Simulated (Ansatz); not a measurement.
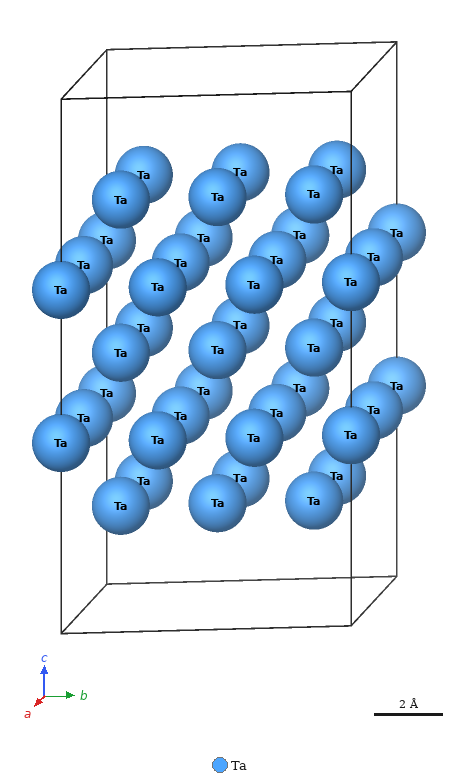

Fig. 1: The structure (spheres-only view of the 2 × 3 repeat of the cell, with the vacuum cut short, seen slightly off an axis).

**Ta: single-point calculation**

Ta (slab, 5 atoms in the cell), computed with DFT PBE, scalar-relativistic, plane waves, PAW, no spin polarisation (Ansatz 0.2.0).

It belongs to a series of runs on one base structure; here: (1 1 0) slab cut from the bulk. Figures and captions count atoms from 1; the log counts them from 0 in places.

**The input**
```yaml
crystal:
  lattice:
    - [2.8743851013, 0.0, 0.0]
    - [-0.9581283671, 2.7099962625, 0.0]
    - [0.0, 0.0, 24.3877024301]
  atoms:
    - { symbol: Ta, position: [0.5, 0.5, 0.307532045] }
    - { symbol: Ta, position: [0.0, 0.0, 0.4037660225] }
    - { symbol: Ta, position: [0.5, 0.5, 0.5] }
    - { symbol: Ta, position: [0.0, 0.0, 0.5962339775] }
    - { symbol: Ta, position: [0.5, 0.5, 0.692467955] }
basis:
  ecutwfc: 420
kpoints:
  mp_grid: { grid: [13, 13, 1] }
hamiltonian:
  xc: pbe
scf:
  occupations: { method: gaussian, width: 0.1 }
output:
  forces: true
  stress: true
  eigenvalues: true
  write_density: true
  write_potential: true
  elf: true
  volumetric_format: npy
efield:
  axis: 3
  dipole_correction: true
  ramp_width: 0.04
```

Machine: 2 threads of Intel Xeon (Emerald Rapids), 192 GiB of memory available, shared host.

Launch command:
```bash
ansatz run input.yaml --threads 2 --pin off --max-ram 4096MiB --backend cpu --events-out ev --progress --plain --runs-dir out
```

**What the program printed**
```
Engine: ansatz 0.2.0, x86_64-unknown-linux-gnu
Pseudopotentials: kind: paw
Pseudopotential: Ta, paw, valence charge 13, recommended cutoff 420 eV (normal), Ta.paw.azcp
Functional definition: PBE
  parameter kappa = 0.804
  parameter beta = 0.06672455060314922
  exchange = pbe_x(kappa = kappa, mu = beta*pi^2/3)
  correlation = pbe_c(beta = beta)
Crystal: 5 atoms, lattice volume = 189.970 Å³
Basis set: ecut = 420 eV, 3715 PW (Γ), exchange–correlation on 40×40×360 points (8 copies of the dense FFT grid, shifted against one another)
Bands: 39, of which v1, the nominal top of the filled ones, is band 33 counted from 1 (32 counted from 0)
Symmetry: 4 space group operations
k-points: 49 of 169
Non-local potential: Ta, projectors of the file, l = 0: 3, l = 1: 2, l = 2: 2, l = 3: 1
PAW form: soft (Blöchl's): semilocal exchange-correlation on the pseudo side does not see the compensation charge
PAW one-centre angular grid: Ta, 590 points (default); XC on 64 Gauss nodes
Initial density: superposition of atomic densities (neutral atoms: chi_scale 0, normalization atom), corrected by the library's trained network
Initial wavefunctions: pseudopotential atomic-orbital guess
Functional: x = pbe(κ = 0.804, μ = 0.2195149727645171), c = pbe(β = 0.06672455060314922)
SCF iter   1: F=—  HF=-49658.999356 eV  |F-HF|=—  |Δ(HF+E_count)|=         —  Δρ=8.58e-3  dr2=4.76e0  ethr=1.77e-3  p=0.000 e·Å  D=1.55e-13 V/Å  ΔV_dip=-0.00 eV  dr2_dipole=3.79e-9  V_vac-E_F(+/−)=5.10/5.10 eV  ⟨swp⟩=7.5  Hψ=8860  notcnv=0
efield: sawtooth ramp at fractional position 0.9800 (placed from the atoms, in the widest stretch of the axis that holds none; the zero of the levels goes with the place), width 0.0400; the density the first Hamiltonian is built on has a dipole p = 0.000 e·Å; the dipole correction subtracts the counter field D = 1.55e-13 V/Å, which shifts the + side's vacuum level by -0.00 eV against the − side's; the planar-averaged density in the ramp window peaks in size at 4.1e-5 e/Å³
preconditioner: auto → LDOS  [metal: Δε(μ)=0.003 eV  Ē_g=3.720 eV  σ=0.100 eV  W_gap=0.02  n_scr=16 (ndim 8)  ℏωp=13.5 eV  f_vac=0.445  D(μ)=6.61/eV (n_scr^D=46)  β→1.0]
SCF iter   2: F=—  HF=-49658.902948 eV  |F-HF|=—  |Δ(HF+E_count)|=   9.64e-2  Δρ=1.87e-3  dr2=1.81e-2  ethr=1.77e-3  p=-0.000 e·Å  D=-8.47e-6 V/Å  ΔV_dip=0.00 eV  dr2_dipole=2.60e-8  V_vac-E_F(+/−)=4.83/4.83 eV  ⟨swp⟩=2.2  Hψ=2403  notcnv=0  defer=18
SCF iter   3: F=—  HF=-49658.904110 eV  |F-HF|=—  |Δ(HF+E_count)|=   1.16e-3  Δρ=5.68e-4  dr2=2.39e-3  ethr=2.78e-5  p=0.000 e·Å  D=2.23e-6 V/Å  ΔV_dip=-0.00 eV  dr2_dipole=4.60e-8  V_vac-E_F(+/−)=4.82/4.82 eV  ⟨swp⟩=2.8  Hψ=3505  notcnv=0  defer=43
SCF iter   4: F=—  HF=-49658.904062 eV  |F-HF|=—  |Δ(HF+E_count)|=   4.78e-5  Δρ=1.84e-4  dr2=7.25e-5  ethr=3.67e-6  p=0.000 e·Å  D=1.25e-6 V/Å  ΔV_dip=-0.00 eV  dr2_dipole=5.73e-10  V_vac-E_F(+/−)=4.82/4.82 eV  ⟨swp⟩=2.1  Hψ=2732  notcnv=0  defer=43
SCF iter   5: F=—  HF=-49658.904062 eV  |F-HF|=—  |Δ(HF+E_count)|=   6.64e-7  Δρ=5.77e-5  dr2=1.09e-5  ethr=1.12e-7  p=-0.000 e·Å  D=-3.99e-7 V/Å  ΔV_dip=0.00 eV  dr2_dipole=8.17e-12  V_vac-E_F(+/−)=4.81/4.81 eV  ⟨swp⟩=2.7  Hψ=3404  notcnv=0  defer=41
SCF iter   6: F=—  HF=-49658.904064 eV  |F-HF|=—  |Δ(HF+E_count)|=   2.69e-6  Δρ=2.00e-5  dr2=1.81e-6  ethr=1.68e-8  p=0.000 e·Å  D=4.27e-7 V/Å  ΔV_dip=-0.00 eV  dr2_dipole=3.11e-11  V_vac-E_F(+/−)=4.81/4.81 eV  ⟨swp⟩=2.4  Hψ=3209  notcnv=0  defer=40
SCF iter   7: F=-49658.904065 eV  HF=-49658.904065 eV  |F-HF|=3.34e-8  |Δ(HF+E_count)|=   2.04e-7  Δρ=6.24e-6  dr2=6.66e-8  ethr=1.54e-10  p=0.000 e·Å  D=1.07e-8 V/Å  ΔV_dip=-0.00 eV  dr2_dipole=1.63e-12  V_vac-E_F(+/−)=4.81/4.81 eV  ⟨swp⟩=18.9  Hψ=18633  notcnv=0
SCF 1 converged in 7 iterations: F = -49658.904065 eV  dr2 = 6.66e-8
  greatest PAW one-centre occupation: 0.999 electrons in one spin orbital (limit 2), on the Ta atom at site 3 (counted from 0), in its partial waves of l = 0
WARN: The output density's exchange-correlation potential varies sharply where the density is thin. Do not read a vacuum level from v_tot or v_xc, or from such a field of the output density. On a cell that repeats whose density bears no net charge and no dipole along the vacuum's axis use v_es (v_loc + v_h of the components); under efield.dipole_correction with no amplitude use v_es + v_field, which holds any external_charges[].barrier, or the levels of the report's work_function block, which leave it out; under a non-zero efield.amplitude the vacuum is tilted and has no level; on a cell that repeats and bears such a dipole with no correction it is tilted too, and efield.dipole_correction with no amplitude gives each side of its ramp a level where efield: is served; in a cell that repeats whose density bears a net charge (total_charge, or a fill off its count) it is curved and has none; of a slab under crystal.periodic whose density bears no net charge use v_es, which has a level on each side, short of where the two are joined; of another it falls or rises all the way out and has none; of a slab beside external_charges read slab_vacuum_level instead, which it has where they leave it neutral. The grid or the basis barely resolves most such structure, and the values can differ between equally converged runs; as a rule a tighter scf.convergence.dr2_threshold does not remove it. Where the density itself ripples (under the LDA too) a higher basis.ecutwfc lessens it. The files hold the spikes' plane waves up to the density's cutoff. Files: v_tot_of_output_density and the like, and their columns of v_z.tsv (output.write_potential); v_xc_of_output_density and the like, and their columns of v_comp_z.tsv (output.write_potential_components). Measured: with its Gaussian average of σ = 0.25 Å subtracted twice, the exchange-correlation potential is over 0.1 eV at 448 of the grid points where the equally averaged density (valence and model cores) is under 1e-3 e/Å³, and 0.703 eV at the most among them, at an averaged density of 1.1e-7 e/Å³. The input density's (outcome.potential() and, of a run that writes arrays, v_tot and v_xc) is over 0.1 eV, so measured, at 171 points of its own thin density, 0.185 eV at the most. See output.write_potential in the manual, Limitations
SCF converged after 7 iterations
Free energy (F): -49658.904065 eV
Harris-Foulkes:  -49658.904065 eV  (|F-HF|=3.34e-8)
Internal energy: -49658.867660 eV  (E = F + TS)
E sigma→0 (E₀):  -49658.885862 eV
Entropy (-TS):   -0.036405 eV (-7.281 meV/atom)
Fermi energy:    6.496564 eV
Dipole field:    D = -0.000002 V/Å  (p = -0.000002 e·Å, saw-weighted, corrected)
Work function:   Φ+ = 4.8134 eV   Φ− = 4.8134 eV
Levels:          The Fermi level and band energies are counted from a zero that moves with the ramp; work functions are not
--- Per-component energies (eV) ---
  E_band       = -1311.265914
  E_kinetic    = 1820.815018
  E_local      = -57705.086863  (includes V_loc(G=0)·N_el)
  E_nonlocal   = 73.488140
  E_hartree    = 28038.340871
  E_xc         = -1087.547939
  E_vxc        = -1013.890135  (∫ρ·V_xc dr)
  E_paw        = -41982.035594  (= ΣΔE_a)
  E_vpaw       = -563.246528  (= ΣTr[D̂ρ^β])
  E_aug_tail   = 0.000697  (compensation charges beyond the density's cutoff)
  E_efield     = 0.000000  (sawtooth field / dipole correction)
  E_vefield    = 0.000000  (∫n·V_field dr)
  E_ewald      = 21183.158011
  E_smearing   = -0.036405  (= −TS)
  E_closure    = 0.000000  (closes the sum)
  Σ components = -49658.904065   (vs F -49658.904065, Δ=0.00e0)
--- Forces (eV/Å), atoms counted from 1 ---
  atom   1  Ta    -0.00000000     0.00000000     0.52075089
  atom   2  Ta     0.00000000     0.00000000    -0.41269195
  atom   3  Ta     0.00000000     0.00000000    -0.00000300
  atom   4  Ta    -0.00000000     0.00000000     0.41270016
  atom   5  Ta     0.00000000     0.00000000    -0.52075683
  max |Σ_I F_I| component: 7.29e-7 eV/Å
--- Stress (GPa, compression-positive) ---
       -3.485715       0.047566       0.000000
        0.047566      -3.452081       0.000000
        0.000000       0.000000      -2.489482
  P = ⅓ Tr σ = -3.1424 GPa (-31.424 kbar)
--- Band table (eV; the first three rows and the last of 49) ---
  k-point 0: bands = ["-61.0079", "-61.0079", "-60.6251", "-60.6097", "-60.5152", "-27.8159", "-27.7646", "-27.4146", "-27.1680", "-27.1661", "-27.0675", "-26.9610", "-26.9610", "-26.8746", "-26.7737", "-26.7220", "-26.6484", "-26.6483", "-26.6211", "-26.5503", "-1.0227", "-0.2136", "0.9212", "1.8024", "2.1620", "5.0902", "5.3562", "5.8770", "6.1562", "6.1701", "6.4573", "6.7677", "6.9181", "7.0185", "7.1426", "7.5333", "7.6784", "8.3862", "9.7175"]
  k-point 1: bands = ["-61.0048", "-61.0048", "-60.6213", "-60.6067", "-60.5128", "-27.8018", "-27.7565", "-27.4194", "-27.2066", "-27.1849", "-27.0680", "-26.9863", "-26.9855", "-26.8877", "-26.8164", "-26.7057", "-26.6796", "-26.6714", "-26.6399", "-26.5726", "-0.8337", "-0.0339", "1.1000", "1.9943", "2.3558", "5.1247", "5.3796", "5.8887", "6.0862", "6.1245", "6.4597", "6.6619", "6.7450", "6.9642", "7.2038", "7.4194", "7.5782", "8.5167", "9.5727"]
  k-point 2: bands = ["-60.9960", "-60.9960", "-60.6108", "-60.5984", "-60.5064", "-27.7632", "-27.7354", "-27.4433", "-27.3160", "-27.2559", "-27.0989", "-27.0349", "-27.0298", "-26.9411", "-26.9135", "-26.7685", "-26.7275", "-26.6891", "-26.6829", "-26.5973", "-0.2966", "0.4642", "1.5767", "2.5048", "2.8835", "5.1762", "5.3805", "5.8762", "5.8905", "5.9505", "6.2948", "6.3912", "6.5520", "6.6870", "6.8555", "7.5909", "7.7620", "8.8694", "9.4966"]
  k-point 48: bands = ["-60.9151", "-60.9151", "-60.5263", "-60.5172", "-60.4282", "-27.9093", "-27.9073", "-27.6443", "-27.5682", "-27.5581", "-27.5546", "-27.5545", "-27.5419", "-27.4019", "-27.2736", "-27.2044", "-27.1531", "-26.9854", "-26.9589", "-26.6938", "2.4767", "3.0075", "3.0560", "3.1333", "3.4012", "3.6268", "3.7326", "4.8266", "5.3442", "6.2400", "6.2706", "7.7471", "8.0480", "8.2531", "8.6898", "8.7003", "9.5322", "9.6966", "9.7655"]
```

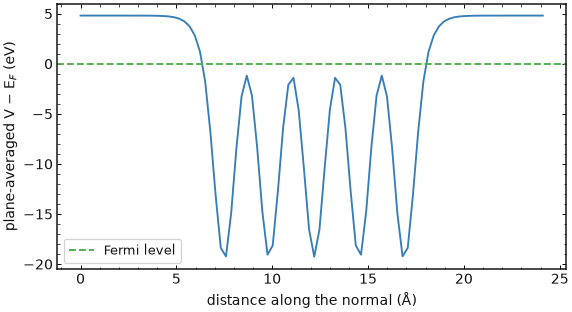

Fig. 2: Plane average of the electrostatic potential energy of an electron across the cell, from the Fermi level. The vacuum level lies 4.81 eV above the Fermi level.

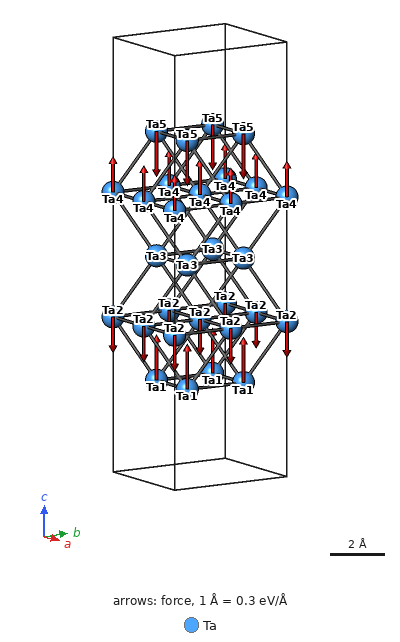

Fig. 3: Forces on the atoms as red arrows (ball-and-stick view of the 2 × 2 repeat of the cell, with the vacuum cut short, seen slightly off an axis; atoms are numbered from 1 in the order of the input). The largest act on Ta1, Ta5 (0.52 eV/Å); Ta2, Ta4 (0.41 eV/Å). The geometry is not a stationary point of this energy.

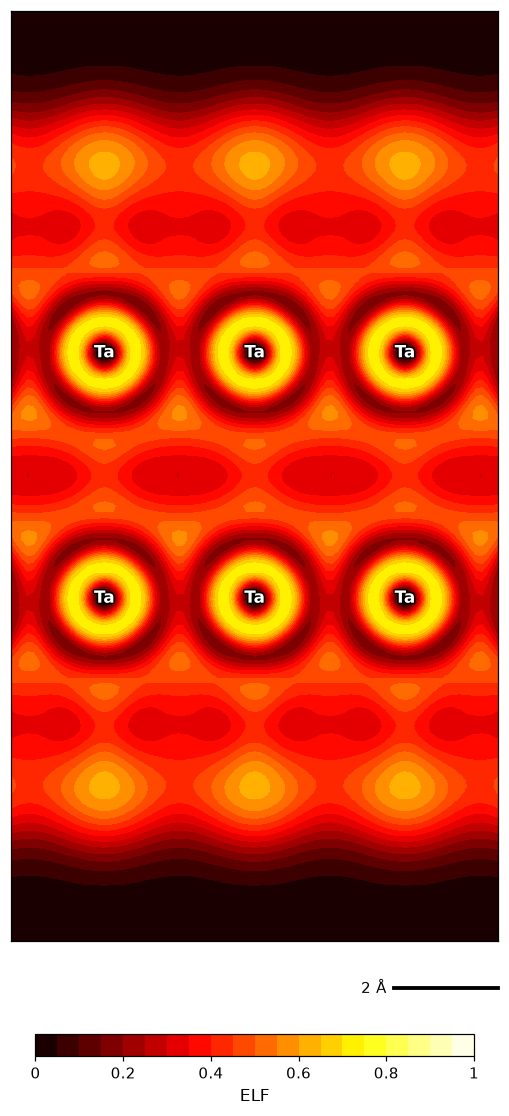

Fig. 4: Electron localisation function on the (100) plane of the calculation cell, a cut from vacuum to vacuum. Atoms in the plane: Ta. Ta–Ta (2.87 Å): the ELF is about 0.30 at the midpoint (no localised pair between them). The strong features right at Ta lie inside the PAW spheres (semicore, d or f shells) and say nothing about bonding. In a PAW calculation such maps are meaningful between the atoms, not at the nuclei.

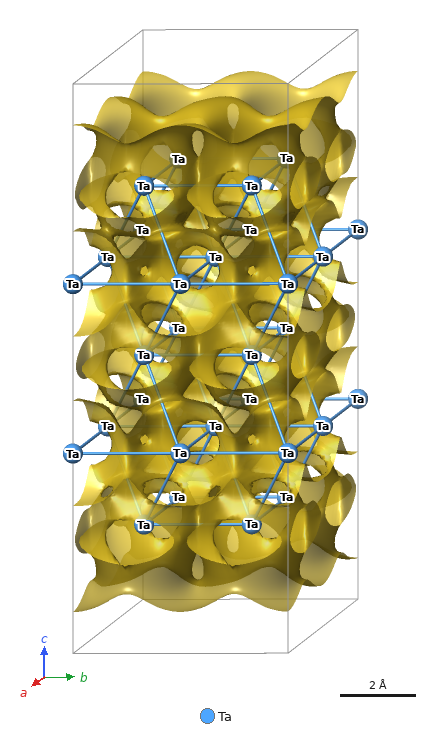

Fig. 5: Isosurface of the ELF at 0.4 (yellow), seen slightly off an axis. Only the valence region is drawn (cores and ρ < 0.01 e/Å³ removed). Sticks mark near contacts. Counts are for one cell; the picture repeats the cell along the surface. Profiles from the grid: Ta–Ta (2.87 Å): the ELF is about 0.30 at the midpoint; no shared electron pair.

**Summary**

```tsv
quantity	value
outcome	converged
electrons treated	65
free energy	−49658.9041 eV
work function, top face	4.81 eV
work function, bottom face	4.81 eV
Fermi energy	6.497 eV
gap on the k-point mesh	none (metallic)
work function (upper face)	4.81 eV
largest force (length of the vector)	0.521 eV/Å
wall time	11 s (CPU time 22 s)
peak memory	0.58 GiB
```

Warnings of the run: the exchange-correlation potential is rough where the density is thin. Spin–orbit coupling is left out, which matters for Ta.
